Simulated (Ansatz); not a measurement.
Structure (in its standard cell), the end point of a relaxation with Ansatz, DFT PBE, scalar-relativistic, plane waves, PAW; the starting structure was generated, so it need not be a known form of this composition:

```yaml
crystal:
  lattice:
    - [2.63766, 0.00000, 0.00000]
    - [0.00000, 2.63766, 0.00000]
    - [0.00000, 0.00000, 3.27280]
  atoms:
    - { symbol: Ni, position: [0.00000, 0.00000, 0.00000] }
    - { symbol: Si, position: [0.50000, 0.50000, 0.50000] }
```

### What does the kinematic electron diffraction pattern along [211] look like at 80 kV (B = 0.5 Å²)?

The spots form an oblique net whose two shortest vectors correspond to d = 2.05 Å and 1.62 Å, 80.3° apart. They are 0 1 -1 and -1 1 1. The pattern has symmetry 2. No reflection of this zone is absent.

Strongest reflections with d > 0.80 Å, one of each family (|F|² from tabulated Gaussian fits of the electron scattering factors, times a small damping for the curvature of the Ewald sphere):

```json
{"hkl": "0 1 -1", "d (Å)": "2.054", "I (strongest = 100)": "100"}
{"hkl": "0 2 -2", "d (Å)": "1.027", "I (strongest = 100)": "17"}
{"hkl": "2 -2 -2", "d (Å)": "0.810", "I (strongest = 100)": "7"}
{"hkl": "2 -1 -3", "d (Å)": "0.801", "I (strongest = 100)": "7"}
{"hkl": "1 -1 -1", "d (Å)": "1.620", "I (strongest = 100)": "3"}
{"hkl": "1 0 -2", "d (Å)": "1.391", "I (strongest = 100)": "3"}
```

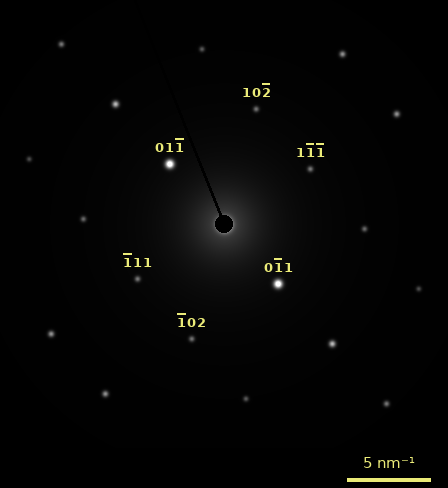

Calculated pattern, seen from the source side with [211] pointing towards the source.
